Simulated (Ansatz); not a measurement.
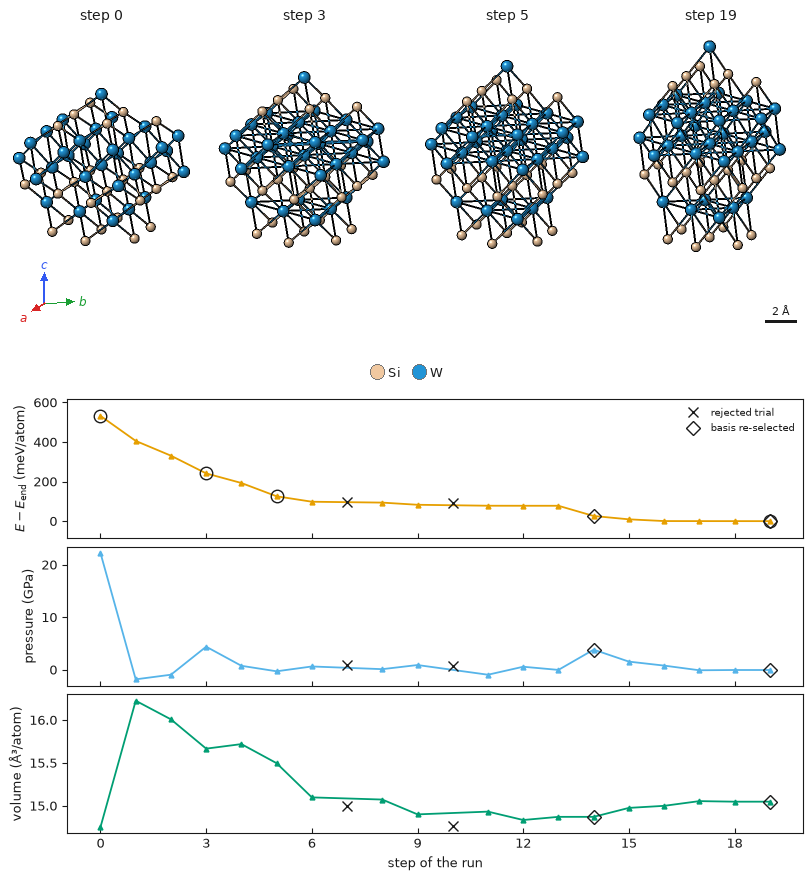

Frames of a relaxation of crystalline Si2W3 (built on the tetradymite_166 type) (coarse preliminary run), marked on the history of the run. A ball-and-stick model of the atoms within 5.8 Å of the atom that moves most (axes of the conventional cell (3 times the calculation's cell)), seen slightly off an axis. Lengths and directions refer to the drawn axes.

Case: tetradymite type (R-3m, No. 166).

All numbers below come from Ansatz 0.2.0, DFT PBE, scalar-relativistic, plane waves, PAW. Settings: plane-wave cutoff 420 eV; k-point mesh 6 × 6 × 6; occupations gaussian; smearing width 0.1 eV; no spin polarisation; cell and atoms relaxed; force threshold 0.04 eV/Å; at most 70 steps.

### Describe the path.

The largest moves relative to the cell, 0.21 Å, are those of W atoms. By element the largest moves are W 0.21 Å, Si 0.03 Å. The volume changes by +2.0 %, with a = b 3.325 → 2.827 Å (−15.0 %), c 23.117 → 32.624 Å (+41.1 %). Near-neighbour distances that change, for instance: W–W 3.325 → 2.827 Å, Si–Si 3.325 → 2.827 Å, Si–W 2.330 → 2.658 Å, Si–W 2.462 → 2.699 Å. Bond angles that change, for instance: Si–W–Si 91.0° → 64.2°, W–Si–W 91.0° → 64.2°, W–Si–W 91.9° → 116.3°. The space group stays R-3m (No. 166). Over 15 accepted moves (19 points after the start) the energy falls by 532 meV per atom. Largest force component: 2.1 eV/Å at the start, 0.016 eV/Å at the end. The pressure goes from 22.23 to −0.05 GPa. The line search rejected the trial steps at points 7, 10 of the run. The SCF was repeated twice at an unchanged geometry on a basis and grid sized afresh for the cell, which shifted the energy by 51.7 meV per atom at most. From step 0 to 3: W atoms move most (0.24 Å), volume +6.2 %, energy −291 meV per atom. From step 3 to 5: Si atoms move most (0.02 Å), volume −1.1 %, energy −116 meV per atom. From step 5 to 19: W atoms move most (0.08 Å), volume −2.9 %, energy −126 meV per atom.
